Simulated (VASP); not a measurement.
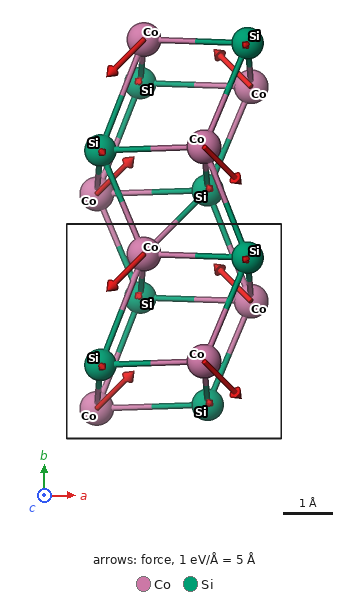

Starting geometry of a crystal of CoSi (set up in P2_13) with the computed forces as red arrows. Style: ball-and-stick. Shown: the cell of the calculation, repeated 1 × 2 × 1 with one cell outlined, along the c axis.

The run lets cell and atoms move.

These are results of Kohn-Sham DFT of a periodic cell, PBE, VASP PAW PBE potentials, recommended (VASP), not measurements.

The input:
```
PREC = Accurate ; ENCUT = 600
EDIFF = 1E-7 ; ISMEAR = 0
SIGMA = 0.1 ; LREAL = F
LASPH = T ; NELM = 100
ALGO = Normal ; ISIF = 3
LWAVE = F ; LCHARG = F
GGA = PE ; IBRION = 2
NSW = 80 ; EDIFFG = -0.004
```

Run as
```bash
cat potpaw_PBE.64/Co/POTCAR potpaw_PBE.64/Si/POTCAR > POTCAR
mpirun -np 1 vasp_std > vasp.out
```

What follows when this structure is relaxed?

It isn't relaxed: the largest force vector, on Co atoms, is 0.27 eV/Å. The atoms end up moving mostly along the starting forces (cosine between the two patterns 0.99). The largest moves relative to the cell, 0.039 Å, are those of Co atoms. By element the largest moves are Co 0.039 Å, Si 0.001 Å. Cell: a = b = c 4.438 → 4.430 Å (−0.2 %). Volume −0.6 %. Some distances before and after: Co–Si 2.466 → 2.431 Å, Co–Si 2.283 → 2.316 Å, Co–Si 2.326 → 2.335 Å. The space group stays P2_13 (No. 198). After 6 geometry steps the energy has fallen by 2.8 meV per atom. The largest force component goes from 0.16 to 0.0015 eV/Å. Pressure: −0.41 GPa at the start and 0.02 GPa at the end.

Limits of the set-up: an element that often carries a moment was run without spin polarisation.
